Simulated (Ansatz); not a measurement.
Take the following structure.

```yaml
crystal:
  lattice:
    - [6.23922, 0.00000, 0.00000]
    - [0.00000, 6.23922, 0.00000]
    - [0.00000, 0.00000, 6.23922]
  atoms:
    - { symbol: Zn, position: [0.50000, 0.50000, 0.00000] }
    - { symbol: Zn, position: [0.50000, 0.00000, 0.50000] }
    - { symbol: Zn, position: [0.00000, 0.50000, 0.50000] }
    - { symbol: Zn, position: [0.00000, 0.00000, 0.00000] }
    - { symbol: Se, position: [0.10996, 0.89004, 0.39004] }
    - { symbol: Se, position: [0.89004, 0.39004, 0.10996] }
    - { symbol: Se, position: [0.39004, 0.10996, 0.89004] }
    - { symbol: Se, position: [0.60996, 0.60996, 0.60996] }
    - { symbol: Se, position: [0.89004, 0.10996, 0.60996] }
    - { symbol: Se, position: [0.10996, 0.60996, 0.89004] }
    - { symbol: Se, position: [0.60996, 0.89004, 0.10996] }
    - { symbol: Se, position: [0.39004, 0.39004, 0.39004] }
```

**What crystal do these data define?**

The material is ZnSe2. It takes space group Pa-3 (No. 205) on a primitive cubic lattice. Type of structure: pyrite. It has 12 atoms to the cell (4 Zn, 8 Se). Around each Zn lie six Se in an octahedral arrangement at 2.62 Å. Each Se atom is coordinated by three Zn and one Se in a distorted tetrahedral arrangement (2.62 Å to Zn, 2.38 Å to Se). The bonds build a three-dimensional framework.

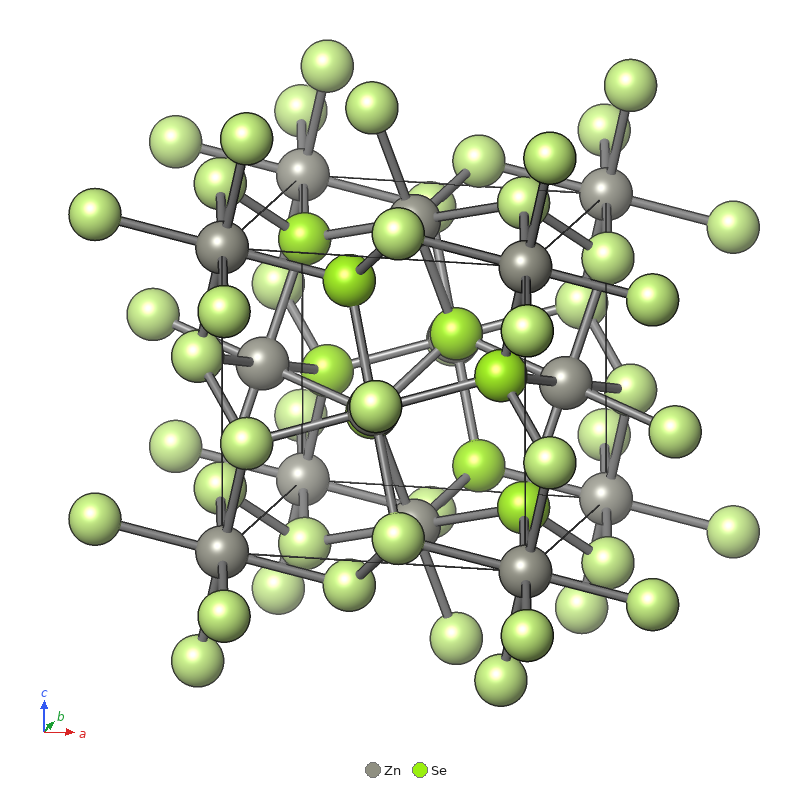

Drawn in the ball-and-stick manner and seen slightly off an axis. The wireframe shows the conventional unit cell. The first bonded neighbours in the surrounding cells are also shown, in fainter colours.

Its origin is a structure listed in the Materials Project. Earlier steps of the study, as a rule a relaxation of our own, may have changed the cell and positions, so they can lie some per cent off the listed ones. It was run through Ansatz as a DFT input.
